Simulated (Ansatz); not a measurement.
## Geometry relaxation, with input and output: Sn3O (part 3 of 3)

Continued. System: Sn3O (P6₃22, 8 atoms in the cell). Method: DFT PBE, scalar-relativistic, plane waves, PAW, no spin polarisation (Ansatz 0.2.0); cutoff 420 eV, 6×6×6 k-mesh, Gaussian smearing of 0.1 eV. 

Output, continued
```
  k-point 1: bands = ["-11.5794", "-11.5298", "-11.4510", "-11.4438", "-11.4385", "-11.4316", "-11.4298", "-11.4277", "-11.4083", "-11.4079", "-11.4060", "-11.3960", "-11.3959", "-11.3883", "-11.3847", "-11.3831", "-11.3769", "-11.3768", "-11.3758", "-11.3675", "-11.3572", "-11.3564", "-11.3530", "-11.3421", "-11.3400", "-11.3270", "-11.3241", "-11.3227", "-11.3086", "-11.3061", "-8.1981", "-8.0961", "0.9130", "2.1470", "3.0802", "3.2729", "3.6224", "4.0315", "5.3389", "5.7921", "6.5071", "6.9286", "7.0252", "7.5707", "8.2230", "8.6194", "8.8833", "9.1055", "10.0861", "10.6728", "10.7565", "11.7294", "12.4992", "12.6775", "12.8943", "13.1795", "13.1919", "15.2834"]
  k-point 2: bands = ["-11.5515", "-11.5187", "-11.4604", "-11.4537", "-11.4477", "-11.4386", "-11.4302", "-11.4287", "-11.4126", "-11.4118", "-11.4002", "-11.3995", "-11.3973", "-11.3969", "-11.3904", "-11.3898", "-11.3773", "-11.3761", "-11.3700", "-11.3618", "-11.3495", "-11.3452", "-11.3445", "-11.3392", "-11.3384", "-11.3366", "-11.3356", "-11.3156", "-11.3142", "-11.3065", "-8.1719", "-8.1128", "1.0674", "1.7303", "3.2072", "3.5261", "3.6556", "4.4810", "4.9671", "5.4831", "5.9613", "6.2260", "7.1248", "7.8619", "8.4006", "8.8222", "9.0931", "9.1338", "10.4622", "10.7549", "10.8403", "11.4725", "11.8441", "13.5991", "13.7989", "13.9397", "14.1422", "14.9811"]
  k-point 27: bands = ["-11.5629", "-11.5629", "-11.4596", "-11.4596", "-11.4544", "-11.4544", "-11.4413", "-11.4413", "-11.4279", "-11.4279", "-11.4035", "-11.4035", "-11.3855", "-11.3855", "-11.3667", "-11.3667", "-11.3639", "-11.3639", "-11.3526", "-11.3526", "-11.3491", "-11.3491", "-11.3387", "-11.3387", "-11.3269", "-11.3269", "-11.3196", "-11.3196", "-11.3140", "-11.3140", "-8.1300", "-8.1300", "1.8257", "1.8257", "2.1989", "2.1989", "3.8776", "3.8776", "5.3468", "5.3468", "6.2936", "6.2936", "7.9320", "7.9320", "9.3152", "9.3152", "9.7462", "9.7462", "10.4434", "10.4434", "12.6540", "12.6540", "12.7025", "12.7025", "13.6767", "13.6767", "14.2000", "14.2000"]
--- Relaxed structure (9 steps of the walk, 8 accepted, 2 SCFs on fresh bases) ---
  F+E_penalty+E_count = -37276.99318971 eV   max|allowed force component| = 5.233e-5 eV/Å   (the final SCF, on the basis selected at the relaxed cell)
  cell:  # Å, volume = 183.5987 Å³
    - [6.053738446143335, -5.514850621676244e-34, 0.0]
    - [-3.0268692230716674, 5.242691282226661, -2.626800405046417e-33]
    - [-2.571576921637022e-34, -5.143153843274044e-34, 5.784845585951186]
  atoms:
    - { symbol: Sn, position: [0.33391764130611856, -1.6589210186743392e-19, 1.0617523739952998e-35] }
    - { symbol: Sn, position: [0.33391764130611856, 0.3339176413061186, 0.49999999999999994] }
    - { symbol: Sn, position: [2.7755575615628914e-17, 0.3339176413061186, 1.1102549017979983e-34] }
    - { symbol: Sn, position: [0.6660823586938814, -1.658921018674339e-19, 0.49999999999999994] }
    - { symbol: Sn, position: [0.6660823586938814, 0.6660823586938814, -2.7637602118098243e-34] }
    - { symbol: Sn, position: [4.576492878598802e-35, 0.6660823586938814, 0.49999999999999994] }
    - { symbol: O, position: [0.3333333333333333, 0.6666666666666667, 0.24999999999999997] }
    - { symbol: O, position: [0.6666666666666667, 0.3333333333333333, 0.7499999999999998] }
```

Trajectory as extended XYZ (Å, eV, eV/Å), 11 frames, from step=1 to step=11
```
8
Lattice="6.0845 0.0000 0.0000 -3.0422 5.2693 0.0000 0.0000 0.0000 5.6744" Properties=species:S:1:pos:R:3:forces:R:3 step=1 energy=-37276.98376 pressure_GPa=0.31
Sn    2.0060    0.0000    0.0000    0.0707   0.0000   0.0000
Sn    1.0030    1.7372    2.8372    0.0353   0.0612   0.0000
Sn   -1.0030    1.7372    0.0000   -0.0353   0.0612   0.0000
Sn    4.0785    0.0000    2.8372   -0.0707   0.0000   0.0000
Sn    2.0393    3.5321    0.0000   -0.0353  -0.0612   0.0000
Sn   -2.0393    3.5321    2.8372    0.0353  -0.0612   0.0000
O     0.0000    3.5129    1.4186    0.0000   0.0000   0.0000
O     3.0422    1.7564    4.2558    0.0000   0.0000   0.0000
8
Lattice="6.1866 0.0000 0.0000 -3.0933 5.3577 0.0000 0.0000 0.0000 5.7653" Properties=species:S:1:pos:R:3:forces:R:3 step=2 energy=-37276.91596 pressure_GPa=-0.90 accepted=F
Sn    2.1585    0.0000    0.0000   -0.1559   0.0000   0.0000
Sn    1.0793    1.8693    2.8826   -0.0780  -0.1350   0.0000
Sn   -1.0793    1.8693    0.0000    0.0780  -0.1350   0.0000
Sn    4.0280    0.0000    2.8826    0.1559   0.0000   0.0000
Sn    2.0140    3.4884    0.0000    0.0780   0.1350   0.0000
Sn   -2.0140    3.4884    2.8826   -0.0780   0.1350   0.0000
O     0.0000    3.5718    1.4413    0.0000   0.0000   0.0000
O     3.0933    1.7859    4.3239    0.0000   0.0000   0.0000
8
Lattice="6.1103 0.0000 0.0000 -3.0552 5.2917 0.0000 0.0000 0.0000 5.6940" Properties=species:S:1:pos:R:3:forces:R:3 step=3 energy=-37276.98907 pressure_GPa=0.02
Sn    2.0513    0.0000    0.0000   -0.0208   0.0000   0.0000
Sn    1.0257    1.7765    2.8470   -0.0104  -0.0180   0.0000
Sn   -1.0257    1.7765    0.0000    0.0104  -0.0180   0.0000
Sn    4.0590    0.0000    2.8470    0.0208   0.0000   0.0000
Sn    2.0295    3.5152    0.0000    0.0104   0.0180   0.0000
Sn   -2.0295    3.5152    2.8470   -0.0104   0.0180   0.0000
O     0.0000    3.5278    1.4235    0.0000   0.0000   0.0000
O     3.0552    1.7639    4.2705    0.0000   0.0000   0.0000
8
Lattice="6.1086 0.0000 0.0000 -3.0543 5.2902 0.0000 0.0000 0.0000 5.7032" Properties=species:S:1:pos:R:3:forces:R:3 step=4 energy=-37276.98919 pressure_GPa=-0.16
Sn    2.0417    0.0000    0.0000    0.0101   0.0000   0.0000
Sn    1.0208    1.7682    2.8516    0.0051   0.0088   0.0000
Sn   -1.0208    1.7682    0.0000   -0.0051   0.0088   0.0000
Sn    4.0669    0.0000    2.8516   -0.0101   0.0000   0.0000
Sn    2.0335    3.5221    0.0000   -0.0051  -0.0088   0.0000
Sn   -2.0335    3.5221    2.8516    0.0051  -0.0088   0.0000
O     0.0000    3.5268    1.4258    0.0000   0.0000   0.0000
O     3.0543    1.7634    4.2774    0.0000   0.0000   0.0000
8
Lattice="6.1018 0.0000 0.0000 -3.0509 5.2843 0.0000 0.0000 0.0000 5.7010" Properties=species:S:1:pos:R:3:forces:R:3 step=5 energy=-37276.98995 pressure_GPa=-0.00
Sn    2.0398    0.0000    0.0000    0.0025   0.0000   0.0000
Sn    1.0199    1.7666    2.8505    0.0012   0.0022   0.0000
Sn   -1.0199    1.7666    0.0000   -0.0012   0.0022   0.0000
Sn    4.0620    0.0000    2.8505   -0.0025   0.0000   0.0000
Sn    2.0310    3.5178    0.0000   -0.0012  -0.0022   0.0000
Sn   -2.0310    3.5178    2.8505    0.0012  -0.0022   0.0000
O     0.0000    3.5229    1.4252    0.0000   0.0000   0.0000
O     3.0509    1.7614    4.2757    0.0000   0.0000   0.0000
8
Lattice="6.0964 0.0000 0.0000 -3.0482 5.2796 0.0000 0.0000 0.0000 5.7099" Properties=species:S:1:pos:R:3:forces:R:3 step=6 energy=-37276.99015 pressure_GPa=0.00
Sn    2.0379    0.0000    0.0000    0.0021   0.0000   0.0000
Sn    1.0189    1.7648    2.8550    0.0011   0.0018   0.0000
Sn   -1.0189    1.7648    0.0000   -0.0011   0.0018   0.0000
Sn    4.0585    0.0000    2.8550   -0.0021   0.0000   0.0000
Sn    2.0293    3.5148    0.0000   -0.0011  -0.0018   0.0000
Sn   -2.0293    3.5148    2.8550    0.0011  -0.0018   0.0000
O     0.0000    3.5198    1.4275    0.0000   0.0000   0.0000
O     3.0482    1.7599    4.2824    0.0000   0.0000   0.0000
8
Lattice="6.0922 0.0000 0.0000 -3.0461 5.2760 0.0000 0.0000 0.0000 5.7158" Properties=species:S:1:pos:R:3:forces:R:3 step=7 energy=-37276.99033 pressure_GPa=0.02
Sn    2.0366    0.0000    0.0000    0.0005   0.0000   0.0000
Sn    1.0183    1.7638    2.8579    0.0003   0.0005   0.0000
Sn   -1.0183    1.7638    0.0000   -0.0003   0.0005   0.0000
Sn    4.0556    0.0000    2.8579   -0.0005   0.0000   0.0000
Sn    2.0278    3.5123    0.0000   -0.0003  -0.0005   0.0000
Sn   -2.0278    3.5123    2.8579    0.0003  -0.0005   0.0000
O     0.0000    3.5174    1.4290    0.0000   0.0000   0.0000
O     3.0461    1.7587    4.2869    0.0000   0.0000   0.0000
8
Lattice="6.0598 0.0000 0.0000 -3.0299 5.2479 0.0000 0.0000 0.0000 5.7730" Properties=species:S:1:pos:R:3:forces:R:3 step=8 energy=-37276.99108 pressure_GPa=0.01
Sn    2.0243    0.0000    0.0000   -0.0017   0.0000   0.0000
Sn    1.0122    1.7531    2.8865   -0.0009  -0.0015   0.0000
Sn   -1.0122    1.7531    0.0000    0.0009  -0.0015   0.0000
Sn    4.0354    0.0000    2.8865    0.0017   0.0000   0.0000
Sn    2.0177    3.4948    0.0000    0.0009   0.0015   0.0000
Sn   -2.0177    3.4948    2.8865   -0.0009   0.0015   0.0000
O     0.0000    3.4986    1.4432    0.0000   0.0000   0.0000
O     3.0299    1.7493    4.3297    0.0000   0.0000   0.0000
8
Lattice="6.0598 0.0000 0.0000 -3.0299 5.2479 0.0000 0.0000 0.0000 5.7730" Properties=species:S:1:pos:R:3:forces:R:3 step=9 energy=-37276.99315 pressure_GPa=0.02
Sn    2.0243    0.0000    0.0000   -0.0017   0.0000   0.0000
Sn    1.0122    1.7531    2.8865   -0.0008  -0.0015   0.0000
Sn   -1.0122    1.7531    0.0000    0.0008  -0.0015   0.0000
Sn    4.0354    0.0000    2.8865    0.0017   0.0000   0.0000
Sn    2.0177    3.4948    0.0000    0.0008   0.0015   0.0000
Sn   -2.0177    3.4948    2.8865   -0.0008   0.0015   0.0000
O     0.0000    3.4986    1.4432    0.0000   0.0000   0.0000
O     3.0299    1.7493    4.3297    0.0000   0.0000   0.0000
8
Lattice="6.0537 0.0000 0.0000 -3.0269 5.2427 0.0000 0.0000 0.0000 5.7848" Properties=species:S:1:pos:R:3:forces:R:3 step=10 energy=-37276.99322 pressure_GPa=0.00
Sn    2.0215    0.0000    0.0000    0.0000   0.0000   0.0000
Sn    1.0107    1.7506    2.8924    0.0000   0.0000   0.0000
Sn   -1.0107    1.7506    0.0000    0.0000   0.0000   0.0000
Sn    4.0323    0.0000    2.8924    0.0000   0.0000   0.0000
Sn    2.0161    3.4921    0.0000    0.0000   0.0000   0.0000
Sn   -2.0161    3.4921    2.8924    0.0000   0.0000   0.0000
O     0.0000    3.4951    1.4462    0.0000   0.0000   0.0000
O     3.0269    1.7476    4.3386    0.0000   0.0000   0.0000
8
Lattice="6.0537 0.0000 0.0000 -3.0269 5.2427 0.0000 0.0000 0.0000 5.7848" Properties=species:S:1:pos:R:3:forces:R:3 step=11 energy=-37276.99319 pressure_GPa=0.00
Sn    2.0215    0.0000    0.0000   -0.0001   0.0000   0.0000
Sn    1.0107    1.7506    2.8924    0.0000   0.0000   0.0000
Sn   -1.0107    1.7506    0.0000    0.0000   0.0000   0.0000
Sn    4.0323    0.0000    2.8924    0.0001   0.0000   0.0000
Sn    2.0161    3.4921    0.0000    0.0000   0.0000   0.0000
Sn   -2.0161    3.4921    2.8924    0.0000   0.0000   0.0000
O     0.0000    3.4951    1.4462    0.0000   0.0000   0.0000
O     3.0269    1.7476    4.3386    0.0000   0.0000   0.0000
```

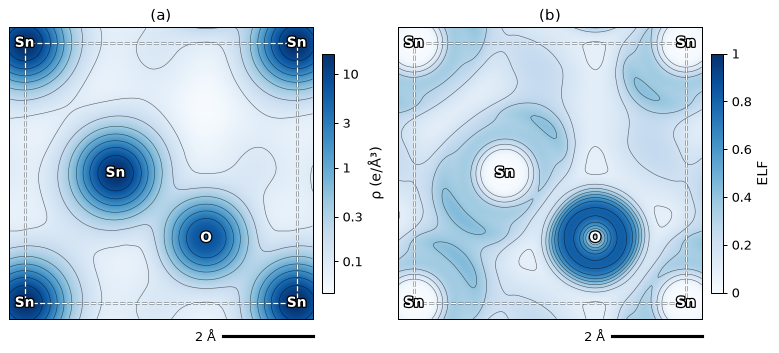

Fig. 1: (a) valence electron density; (b) electron localisation function on the (010) plane of the conventional cell. Atoms in the plane: Sn and O. Sn–O (2.48 Å): ρ at the midpoint is about 0.29 e/Å³; the ELF is about 0.15 at the midpoint (a polar contact without a shared pair, in a metal). Away from the nuclei the density in this plane falls to 0.05 e/Å³ at its lowest. In a PAW calculation such maps are meaningful between the atoms, not at the nuclei.

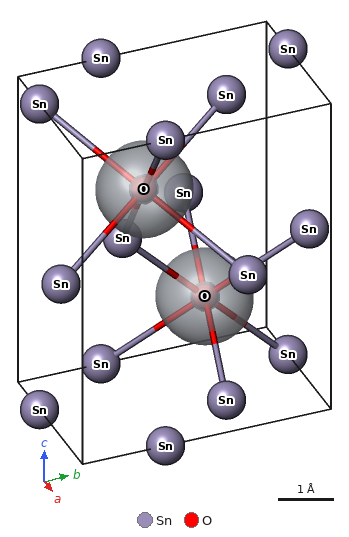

Fig. 2: Isosurface of the electron localisation function at 0.6 (grey), seen slightly off an axis. Core shells and regions of very low density are left out. Sticks mark near contacts. The outline is the cell set on symmetry axes. Along the contacts the grid gives the following. Sn–O (2.48 Å): the ELF is about 0.15 at the midpoint (a polar contact without a shared pair, in a metal).

The run was set up as follows.

Input
```yaml
crystal:
  lattice:
    - [6.0844826828, 0.0, 0.0]
    - [-3.0422413414, 5.2693165722, 0.0]
    - [0.0, 0.0, 5.6743931325]
  atoms:
    - { symbol: Sn, position: [0.329683476, 0.0, 0.0] }
    - { symbol: Sn, position: [0.329683476, 0.329683476, 0.5] }
    - { symbol: Sn, position: [0.0, 0.329683476, 0.0] }
    - { symbol: Sn, position: [0.670316524, 0.0, 0.5] }
    - { symbol: Sn, position: [0.670316524, 0.670316524, 0.0] }
    - { symbol: Sn, position: [0.0, 0.670316524, 0.5] }
    - { symbol: O, position: [0.3333333333, 0.6666666667, 0.25] }
    - { symbol: O, position: [0.6666666667, 0.3333333333, 0.75] }
basis:
  ecutwfc: 420
kpoints:
  mp_grid: { grid: [6, 6, 6] }
hamiltonian:
  xc: pbe
scf:
  occupations: { method: gaussian, width: 0.1 }
output:
  forces: true
  stress: true
  eigenvalues: true
  write_density: true
  write_potential: true
  elf: true
  volumetric_format: npy
relax:
  adjacent_minimum: "off"
  f_tol: 0.005
  max_steps: 80
  cell: { stress_tol: 0.05 }
```

Command:
```bash
ansatz run input.yaml --threads 4 --pin off --max-ram 12288MiB --backend cpu --events-out ev --progress --plain --runs-dir out
```

Summary

| quantity | value |
| --- | --- |
| outcome | converged |
| space group (tolerance 0.01 Å) | P6₃22 (182) |
| electrons treated | 96 |
| free energy | −37276.9932 eV |
| Fermi energy | 10.217 eV |
| gap on the k-point mesh | none (metallic) |
| pressure | 0.00 GPa |
| final volume | 183.60 Å³ |
| largest force (length of the vector) at the end | under 0.001 eV/Å |
| final cell | a = 6.054 Å, b = 6.054 Å, c = 5.785 Å, α = 90.00°, β = 90.00°, γ = 120.00° |
| hardware | 4 threads of Arm Neoverse V2, 24 GiB of memory available, shared host |
| wall time | 69 s (CPU time 4.5 min) |
| peak memory | 0.66 GiB |
